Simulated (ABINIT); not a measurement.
Geometry relaxation of Si (part 2 of 2)

The same run, continued: Si (Fd-3m, 2 atoms in the cell); Kohn-Sham DFT of a periodic cell, PBEsol, PseudoDojo NC SR PBEsol v0.4.1 standard, no spin polarisation (ABINIT 10.8.3); cutoff 489.81 eV, 6×6×6 k-mesh, fermi-dirac of 0.05 eV. The structure derives from a Materials Project entry.

Geometry of the input (Å; fractional positions):
```
0.0000  2.7219  2.7219
2.7219  0.0000  2.7219
2.7219  2.7219  0.0000
Si 0.5000  0.5000  0.5000
Si 0.7500  0.7500  0.7500
```

## The program's output, continued
```
--- !ResultsGS
iteration_state: {dtset: 1, itime: 2, icycle: 1, }
comment   : Summary of ground state results
lattice_vectors:
- [  0.0000000,   5.1405972,   5.1405972, ]
- [  5.1405972,   0.0000000,   5.1405972, ]
- [  5.1405972,   5.1405972,   0.0000000, ]
lattice_lengths: [   7.26990,    7.26990,    7.26990, ]
lattice_angles: [ 60.000,  60.000,  60.000, ] # degrees, (23, 13, 12)
lattice_volume:   2.7168816E+02
convergence: {deltae: -1.776E-14, res2:  2.619E-13, residm:  2.388E-07, diffor: null, }
etotal    :  -8.46205981E+00
entropy   :   0.00000000E+00
fermie    :   1.77404527E-01
cartesian_stress_tensor: # hartree/bohr^3
- [  1.37735861E-05,   0.00000000E+00,   0.00000000E+00, ]
- [  0.00000000E+00,   1.37735861E-05,   0.00000000E+00, ]
- [  0.00000000E+00,   0.00000000E+00,   1.37735861E-05, ]
pressure_GPa:  -4.0523E-01
xred      :
- [  5.0000E-01,   5.0000E-01,   5.0000E-01, Si]
- [  7.5000E-01,   7.5000E-01,   7.5000E-01, Si]
cartesian_forces: # hartree/bohr
- [ -0.00000000E+00,  -0.00000000E+00,  -0.00000000E+00, ]
- [ -0.00000000E+00,  -0.00000000E+00,  -0.00000000E+00, ]
force_length_stats: {min:   0.00000000E+00, max:   0.00000000E+00, mean:   0.00000000E+00, }
...

 Integrated electronic density in atomic spheres:
 ------------------------------------------------
 Atom  Sphere_radius  Integrated_density
    1        2.00000          1.78804148
    2        2.00000          1.75596659

---OUTPUT-----------------------------------------------------------------------

 Cartesian coordinates (xcart) [bohr]
  5.14059716530006E+00  5.14059716530006E+00  5.14059716530006E+00
  7.71089574795009E+00  7.71089574795009E+00  7.71089574795009E+00
 Reduced coordinates (xred)
  5.00000000000000E-01  5.00000000000000E-01  5.00000000000000E-01
  7.50000000000000E-01  7.50000000000000E-01  7.50000000000000E-01
 Cartesian forces (fcart) [Ha/bohr]; max,rms= 0.00000E+00 0.00000E+00 (free atoms)
 -0.00000000000000E+00 -0.00000000000000E+00 -0.00000000000000E+00
 -0.00000000000000E+00 -0.00000000000000E+00 -0.00000000000000E+00
 Gradient of E wrt nuclear positions in reduced coordinates (gred)
  0.00000000000000E+00  0.00000000000000E+00  0.00000000000000E+00
  0.00000000000000E+00  0.00000000000000E+00  0.00000000000000E+00
 Scale of Primitive Cell (acell) [bohr]
  7.26990222986404E+00  7.26990222986404E+00  7.26990222986404E+00
 Real space primitive translations (rprimd) [bohr]
  0.00000000000000E+00  5.14059716530006E+00  5.14059716530006E+00
  5.14059716530006E+00  0.00000000000000E+00  5.14059716530006E+00
  5.14059716530006E+00  5.14059716530006E+00  0.00000000000000E+00
 Unitary Cell Volume (ucvol) [Bohr^3]=  2.71688160208336E+02
 Angles (23,13,12)= [degrees]
  6.00000000000000E+01  6.00000000000000E+01  6.00000000000000E+01
 Lengths [Bohr]
  7.26990222986404E+00  7.26990222986404E+00  7.26990222986404E+00
 Stress tensor in cartesian coordinates (strten) [Ha/bohr^3]
  1.37735860523576E-05  0.00000000000000E+00  0.00000000000000E+00
  0.00000000000000E+00  1.37735860523569E-05  0.00000000000000E+00
  0.00000000000000E+00  0.00000000000000E+00  1.37735860523587E-05
 Total energy (etotal) [Ha]= -8.46205980575610E+00

 Difference of energy with previous step (new-old):
           Absolute (Ha)=-7.72386E-06
           Relative     =-9.12764E-07

--- Iteration: ( 3/50) Internal Cycle: (1/1)
--------------------------------------------------------------------------------

---SELF-CONSISTENT-FIELD CONVERGENCE--------------------------------------------

--- !BeginCycle
iteration_state: {dtset: 1, itime: 3, icycle: 1, }
solver: {iscf: 7, nstep: 80, nline: 4, wfoptalg: 0, }
tolerances: {tolvrs: 1.00E-12, }
...

     iter   Etot(hartree)      deltaE(h)  residm     vres2
 ETOT  1  -8.4620655250161    -8.462E+00 9.117E-08 1.120E-02
 ETOT  2  -8.4620678495282    -2.325E-06 3.005E-08 7.583E-04
 ETOT  3  -8.4620679648156    -1.153E-07 1.620E-08 1.409E-05
 ETOT  4  -8.4620679661074    -1.292E-09 5.987E-08 3.709E-08
 ETOT  5  -8.4620679661095    -2.084E-12 4.112E-09 1.312E-10
 ETOT  6  -8.4620679661095    -7.105E-15 1.648E-08 1.637E-12
 ETOT  7  -8.4620679661095    -1.243E-14 2.139E-09 5.312E-15

 At SCF step    7       vres2   =  5.31E-15 < tolvrs=  1.00E-12 =>converged.

 Cartesian components of stress tensor (hartree/bohr^3)
  sigma(1 1)= -1.17906786E-07  sigma(3 2)=  0.00000000E+00
  sigma(2 2)= -1.17906786E-07  sigma(3 1)=  0.00000000E+00
  sigma(3 3)= -1.17906786E-07  sigma(2 1)=  0.00000000E+00

--- !ResultsGS
iteration_state: {dtset: 1, itime: 3, icycle: 1, }
comment   : Summary of ground state results
lattice_vectors:
- [  0.0000000,   5.1330807,   5.1330807, ]
- [  5.1330807,   0.0000000,   5.1330807, ]
- [  5.1330807,   5.1330807,   0.0000000, ]
lattice_lengths: [   7.25927,    7.25927,    7.25927, ]
lattice_angles: [ 60.000,  60.000,  60.000, ] # degrees, (23, 13, 12)
lattice_volume:   2.7049814E+02
convergence: {deltae: -1.243E-14, res2:  5.312E-15, residm:  2.139E-09, diffor: null, }
etotal    :  -8.46206797E+00
entropy   :   0.00000000E+00
fermie    :   1.78695366E-01
cartesian_stress_tensor: # hartree/bohr^3
- [ -1.17906786E-07,   0.00000000E+00,   0.00000000E+00, ]
- [  0.00000000E+00,  -1.17906786E-07,   0.00000000E+00, ]
- [  0.00000000E+00,   0.00000000E+00,  -1.17906786E-07, ]
pressure_GPa:   3.4689E-03
xred      :
- [  5.0000E-01,   5.0000E-01,   5.0000E-01, Si]
- [  7.5000E-01,   7.5000E-01,   7.5000E-01, Si]
cartesian_forces: # hartree/bohr
- [ -7.68408822E-32,   7.68408822E-32,   7.68408822E-32, ]
- [  7.68408822E-32,  -7.68408822E-32,  -7.68408822E-32, ]
force_length_stats: {min:   1.33092312E-31, max:   1.33092312E-31, mean:   1.33092312E-31, }
...

 Integrated electronic density in atomic spheres:
 ------------------------------------------------
 Atom  Sphere_radius  Integrated_density
    1        2.00000          1.78424980
    2        2.00000          1.75217011

---OUTPUT-----------------------------------------------------------------------

 Cartesian coordinates (xcart) [bohr]
  5.13308073896439E+00  5.13308073896439E+00  5.13308073896439E+00
  7.69962110844658E+00  7.69962110844658E+00  7.69962110844658E+00
 Reduced coordinates (xred)
  5.00000000000000E-01  5.00000000000000E-01  5.00000000000000E-01
  7.50000000000000E-01  7.50000000000000E-01  7.50000000000000E-01
 Cartesian forces (fcart) [Ha/bohr]; max,rms= 7.68409E-32 7.68409E-32 (free atoms)
 -7.68408822437660E-32  7.68408822437660E-32  7.68408822437660E-32
  7.68408822437660E-32 -7.68408822437660E-32 -7.68408822437660E-32
 Gradient of E wrt nuclear positions in reduced coordinates (gred)
 -7.88860905221012E-31 -4.71732413472041E-48  4.71732413472041E-48
  7.88860905221012E-31  4.71732413472041E-48 -4.71732413472041E-48
 Scale of Primitive Cell (acell) [bohr]
  7.25927239779955E+00  7.25927239779955E+00  7.25927239779955E+00
 Real space primitive translations (rprimd) [bohr]
  0.00000000000000E+00  5.13308073896439E+00  5.13308073896439E+00
  5.13308073896439E+00  0.00000000000000E+00  5.13308073896439E+00
  5.13308073896439E+00  5.13308073896439E+00  0.00000000000000E+00
 Unitary Cell Volume (ucvol) [Bohr^3]=  2.70498139185510E+02
 Angles (23,13,12)= [degrees]
  6.00000000000000E+01  6.00000000000000E+01  6.00000000000000E+01
 Lengths [Bohr]
  7.25927239779955E+00  7.25927239779955E+00  7.25927239779955E+00
 Stress tensor in cartesian coordinates (strten) [Ha/bohr^3]
 -1.17906785694274E-07  0.00000000000000E+00  0.00000000000000E+00
  0.00000000000000E+00 -1.17906785694274E-07  0.00000000000000E+00
  0.00000000000000E+00  0.00000000000000E+00 -1.17906785693190E-07
 Total energy (etotal) [Ha]= -8.46206796610947E+00

 Difference of energy with previous step (new-old):
           Absolute (Ha)=-8.16035E-06
           Relative     =-9.64346E-07

 At Broyd/MD step   3, gradients are converged :
  max grad (force/stress) = 1.1791E-05 < tolmxf= 2.0000E-05 ha/bohr (free atoms)

================================================================================

 ----iterations are completed or convergence reached----

 Mean square residual over all n,k,spin=   18.735E-12; max=  21.395E-10
 reduced coordinates (array xred) for    2 atoms
       0.500000000000      0.500000000000      0.500000000000
       0.750000000000      0.750000000000      0.750000000000
 rms dE/dt=  6.4410E-31; max dE/dt=  0.0000E+00; dE/dt below (all hartree)
    1      -0.000000000000      0.000000000000      0.000000000000
    2       0.000000000000      0.000000000000      0.000000000000

 cartesian coordinates (angstrom) at end:
    1      2.71630934694231     2.71630934694231     2.71630934694231
    2      4.07446402041346     4.07446402041346     4.07446402041346

 cartesian forces (hartree/bohr) at end:
    1     -0.00000000000000     0.00000000000000     0.00000000000000
    2      0.00000000000000    -0.00000000000000    -0.00000000000000
 frms,max,avg= 7.6840882E-32 7.6840882E-32   0.000E+00  0.000E+00  0.000E+00 h/b

 cartesian forces (eV/Angstrom) at end:
    1     -0.00000000000000     0.00000000000000     0.00000000000000
    2      0.00000000000000    -0.00000000000000    -0.00000000000000
 frms,max,avg= 3.9513170E-30 3.9513170E-30   0.000E+00  0.000E+00  0.000E+00 e/A
 length scales=  7.259272397800  7.259272397800  7.259272397800 bohr
              =  3.841441518047  3.841441518047  3.841441518047 angstroms
 Fermi (or HOMO) energy (hartree) =   0.17870   Average Vxc (hartree)=  -0.34583
 Eigenvalues (hartree) for nkpt=  16  k points:
 kpt#   1, nband=  8, wtk=  0.00463, kpt=  0.0000  0.0000  0.0000 (reduced coord)
  -0.27160    0.16887    0.16887    0.16887    0.26109    0.26109    0.26109    0.28929
      occupation numbers for kpt#   1
   2.00000    1.99053    1.99053    1.99053    0.00000    0.00000    0.00000    0.00000
 prteigrs : prtvol=0 or 1, do not print more k-points.

--- !EnergyTerms
iteration_state     : {dtset: 1, itime: 3, icycle: 1, }
comment             : Components of total free energy in Hartree
kinetic             :  3.06288178190603E+00
hartree             :  5.40129241188961E-01
xc                  : -3.07461965449194E+00
Ewald energy        : -8.39542304994585E+00
psp_core            :  4.65197231968190E-01
local_psp           : -2.29994861833371E+00
non_local_psp       :  1.23971850557653E+00
internal            : -8.46206456213179E+00
'-kT*entropy'       : -3.40397768411797E-06
total_energy        : -8.46206796610947E+00
total_energy_eV     : -2.30264599865548E+02
band_energy         : -1.44044897793726E-01
...

 Cartesian components of stress tensor (hartree/bohr^3)
  sigma(1 1)= -1.17906786E-07  sigma(3 2)=  0.00000000E+00
  sigma(2 2)= -1.17906786E-07  sigma(3 1)=  0.00000000E+00
  sigma(3 3)= -1.17906786E-07  sigma(2 1)=  0.00000000E+00

-Cartesian components of stress tensor (GPa)         [Pressure=  3.4689E-03 GPa]
- sigma(1 1)= -3.46893740E-03  sigma(3 2)=  0.00000000E+00
- sigma(2 2)= -3.46893740E-03  sigma(3 1)=  0.00000000E+00
- sigma(3 3)= -3.46893740E-03  sigma(2 1)=  0.00000000E+00

== END DATASET(S) ==============================================================
================================================================================

 -outvars: echo values of variables after computation  --------
            acell      7.2592723978E+00  7.2592723978E+00  7.2592723978E+00 Bohr
           etotal     -8.4620679661E+00
            fcart     -7.6840882244E-32  7.6840882244E-32  7.6840882244E-32
                       7.6840882244E-32 -7.6840882244E-32 -7.6840882244E-32
            rprim      0.0000000000E+00  7.0710678119E-01  7.0710678119E-01
                       7.0710678119E-01  0.0000000000E+00  7.0710678119E-01
                       7.0710678119E-01  7.0710678119E-01  0.0000000000E+00
           strten     -1.1790678569E-07 -1.1790678569E-07 -1.1790678569E-07
                       0.0000000000E+00  0.0000000000E+00  0.0000000000E+00
           xangst      2.7163093469E+00  2.7163093469E+00  2.7163093469E+00
                       4.0744640204E+00  4.0744640204E+00  4.0744640204E+00
             xred      5.0000000000E-01  5.0000000000E-01  5.0000000000E-01
                       7.5000000000E-01  7.5000000000E-01  7.5000000000E-01
 Calculation completed.
```

## Trajectory as extended XYZ (Å, eV, eV/Å), 3 frames, from step=0 to step=2
```
2
Lattice="0.0000 2.7219 2.7219 2.7219 0.0000 2.7219 2.7219 2.7219 0.0000" Properties=species:S:1:pos:R:3:forces:R:3 step=0 energy=-230.26417
Si    2.7219    2.7219    2.7219    0.0000   0.0000   0.0000
Si    4.0828    4.0828    4.0828    0.0000   0.0000   0.0000
2
Lattice="0.0000 2.7203 2.7203 2.7203 0.0000 2.7203 2.7203 2.7203 0.0000" Properties=species:S:1:pos:R:3:forces:R:3 step=1 energy=-230.26438
Si    2.7203    2.7203    2.7203    0.0000   0.0000   0.0000
Si    4.0804    4.0804    4.0804    0.0000   0.0000   0.0000
2
Lattice="0.0000 2.7163 2.7163 2.7163 0.0000 2.7163 2.7163 2.7163 0.0000" Properties=species:S:1:pos:R:3:forces:R:3 step=2 energy=-230.26460
Si    2.7163    2.7163    2.7163    0.0000   0.0000   0.0000
Si    4.0745    4.0745    4.0745    0.0000   0.0000   0.0000
```

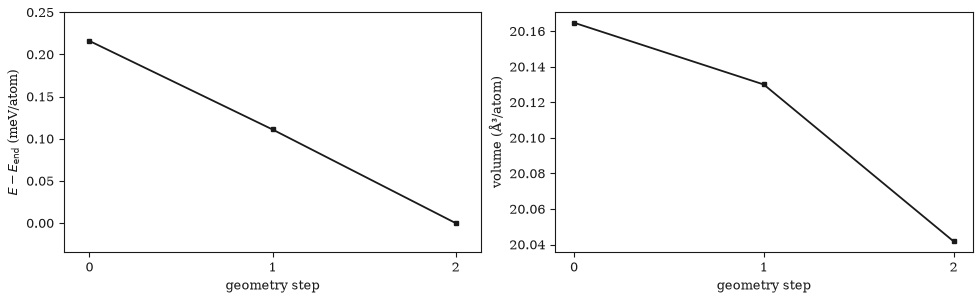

Fig. 1: Progress of the relaxation, step by step (steps are counted from 0). The atoms keep their places relative to the cell (all moves are under 0.005 Å). The volume changes by −0.6 %, with a = b = c 5.444 → 5.433 Å (−0.2 %). Among the contacts that change: Si1–Si2 2.357 → 2.352 Å. The space group stays Fd-3m (No. 227). The energy falls by 0.2 meV per atom in 2 geometry steps. All forces vanish by symmetry, so only the cell relaxes. (Atoms are counted from 1 in the order of the input.)

## Summary

```tsv
quantity	value
outcome	converged
space group (tolerance 0.01 Å)	Fd-3m (227)
electrons treated	8
free energy	−230.2646 eV
Fermi energy	4.863 eV
gap on the k-point mesh	0.59 eV
pressure	0.00 GPa
final volume	40.08 Å³
largest force (length of the vector) at the end	under 0.001 eV/Å
final cell	a = 3.841 Å, b = 3.841 Å, c = 3.841 Å, α = 60.00°, β = 60.00°, γ = 60.00°
wall time	8.1 s
peak memory	0.07 GiB
```
